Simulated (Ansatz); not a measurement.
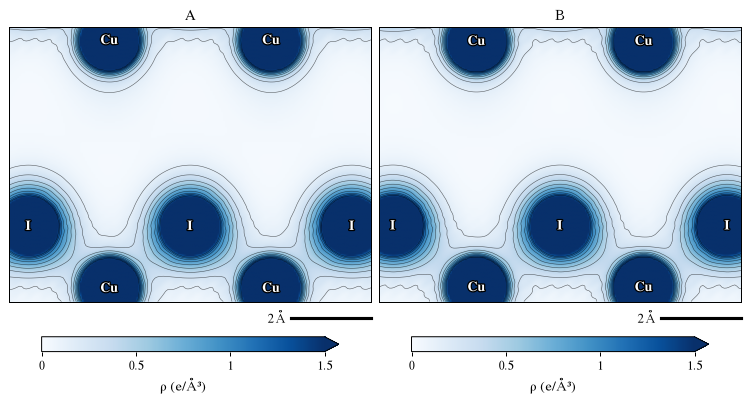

CuI. The valence charge density (pseudo) of two cells that differ in size and shape, on the (101̄) plane of each (indices in the axes of the calculation cell), at one length scale and on one colour scale: B has 26.6 Å³ an atom and A 25.1.

Level of theory: DFT PBE, scalar-relativistic, plane waves, PAW in Ansatz.

Core electrons are frozen (PAW), and the valence fields are smoothed inside the atomic spheres.

**What changes from the larger cell to the smaller?**

From the larger cell to the smaller, Cu–I goes from 2.59 to 2.54 Å, and the density at its midpoint from 0.44 to 0.48 e/Å³; the pressure goes from 2.5 to 6 GPa; the Kohn–Sham gap goes from 1.2 eV to 1.4 eV.
